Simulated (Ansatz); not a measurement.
Zn (slab)

```
Zn
1.0
     2.63541    0.00000    0.00000
     0.00000    5.09185    0.00000
     0.00000    0.00000   24.89012
Zn
10
Direct
  0.00000 0.75000 0.30969
  0.50000 0.25000 0.30958
  0.50000 0.75000 0.40646
  0.00000 0.25000 0.40632
  0.00000 0.75000 0.50007
  0.50000 0.25000 0.49993
  0.50000 0.75000 0.59368
  0.00000 0.25000 0.59354
  0.00000 0.75000 0.69042
  0.50000 0.25000 0.69031
```

These are results of DFT PBE, scalar-relativistic, plane waves, PAW in Ansatz 0.2.0, not measurements.

Predict the valence pseudo-density and electron localisation function between the atoms.

Answer. Zn–Zn (2.87 Å): the density is about 0.17 e/Å³ at the midpoint; the ELF is about 0.25 at the midpoint (no localised pair shows between them).

Metal or insulator at this level of theory?

Answer. It is metallic or semimetallic at this level of theory: no gap opens.

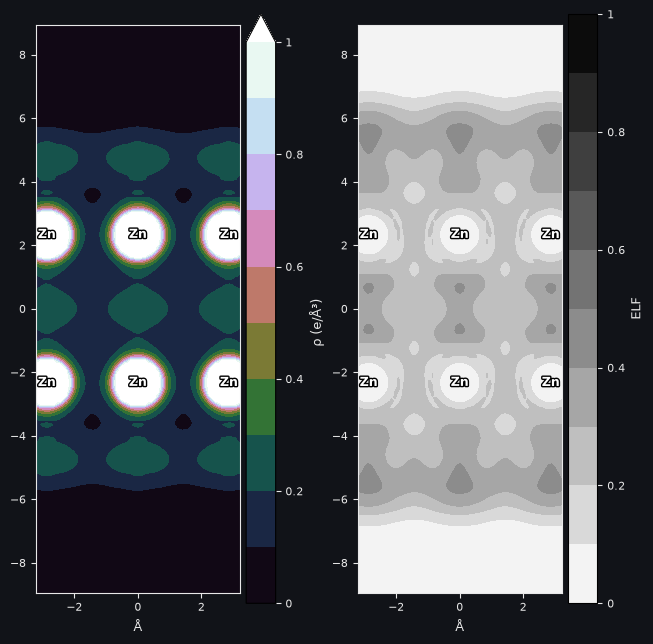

Computed valence pseudo-density and electron localisation function on the (110) plane of the calculation cell, a cut from vacuum to vacuum, in this order. 

Core electrons are frozen (PAW), and the valence fields are smoothed inside the atomic spheres.
